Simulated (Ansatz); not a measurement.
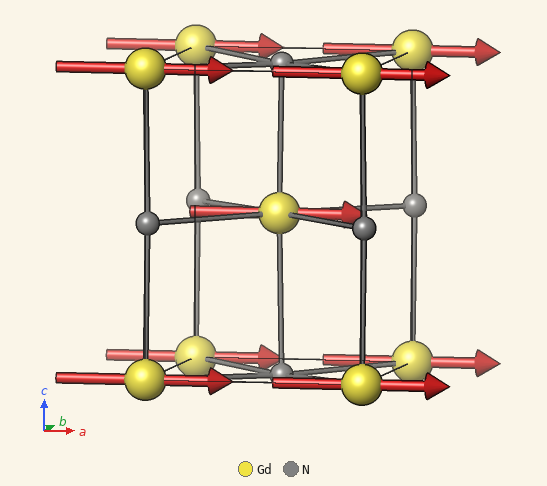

An orthographic ball-and-stick view of the structure, slightly off an axis. The wireframe shows the simulation cell. Arrows are the site magnetic moments above 0.25 μB (those induced on non-metal atoms are left out); longer means larger, in their computed directions (spin part only); red points roughly along the largest moment (counted as +), blue roughly against it and purple across it.

This is the lowest state found for GdN. The calculation used DFT, PAW plane waves, PBE, spin-orbit in Ansatz 0.2.0, with 420 eV cutoff, a 5×5×4 sampling of the Brillouin zone, Gaussian smearing of 0.13 eV, spinor wavefunctions.

> How are the moments ordered?

Ferromagnetic (within this cell). Site moments: 2 Gd +6.6 μB. The net spin moment of the whole cell is 13.9 μB, including what lies between the atoms and on sites without an arrow.

The picture shows a known structure type with the cell strained and the atoms shaken on purpose; the geometry isn't optimised. A calculation with Ansatz used it as input.

At this level of theory the cell isn't at rest (stretched, at -5 GPa), so its distances can differ from those at equilibrium, the more so the softer the solid, and its magnetic state may change on relaxation.
